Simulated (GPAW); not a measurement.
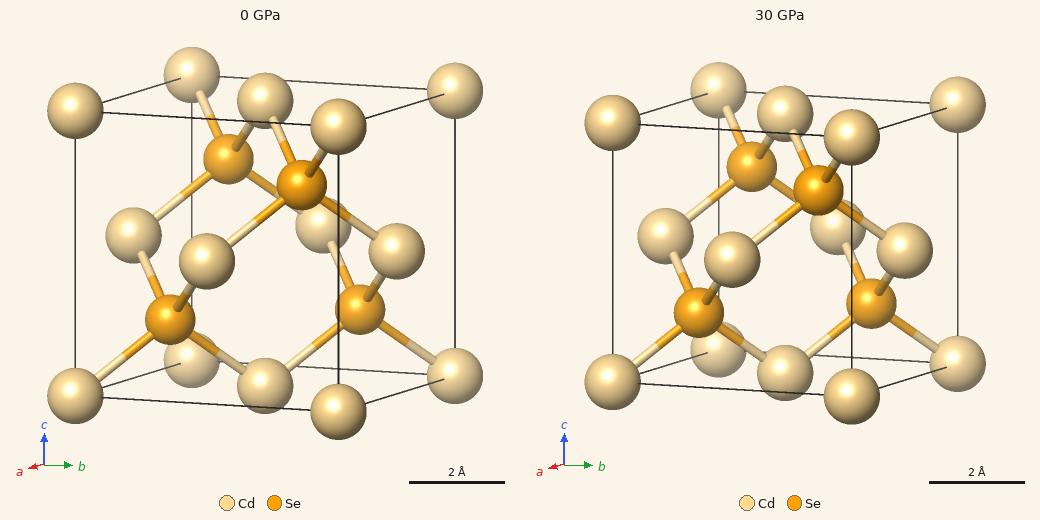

CdSe, zinc blende type, space group F-43m (No. 216), relaxed (cell and atoms) under a series of hydrostatic pressures; the conventional cell is drawn at the lowest and the highest, to one scale (sticks follow a distance rule). The start was a structure listed in the Materials Project.

Alike in all runs: GPAW 26.7.0; functional PBEsol; potentials PAW data sets generated in the run's folder for this functional; cutoff 600 eV; k mesh 8 × 8 × 8 on the run's cell of 2 atoms; occupations fermi-dirac, width 0.05 eV; no spin polarisation; no spin-orbit coupling.

| pressure (GPa) | volume (Å³/atom) | a (Å) | gap (eV) |
| --- | --- | --- | --- |
| 0.1 | 27.985 | 6.072 | 0.49 |
| 2.0 | 27.068 | 6.005 | 0.55 |
| 4.9 | ? | ? | ? |
| 10.0 | 24.430 | 5.803 | 0.74 |
| 20.0 | 22.407 | 5.638 | 0.88 |
| 29.9 | 21.008 | 5.519 | 0.97 |

**Fit a third-order Birch-Murnaghan equation to the rows given and use it to fill in the volume that is left out.**

The fit gives V0 = 28.02 Å³/atom, B0 = 53 GPa and B0′ = 4.6, which puts the volume at 4.9 GPa at 25.93 Å³/atom. The run gave volume 25.932 Å³/atom; a 5.920 Å; gap 0.63 eV.

**How does the gap move over the whole range?**

It widens from 0.49 to 0.97 eV.

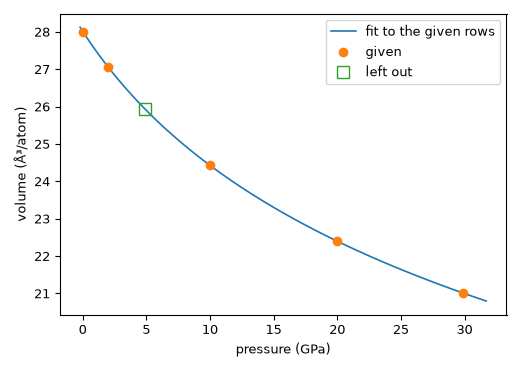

Volume against pressure, with the fit. The structure was kept in its own symmetry, so a change to another phase within this range wouldn't be seen. Gaps are the least found on the k-mesh, which can miss the band edges.

Caveat: later steps reuse the first step's grids.
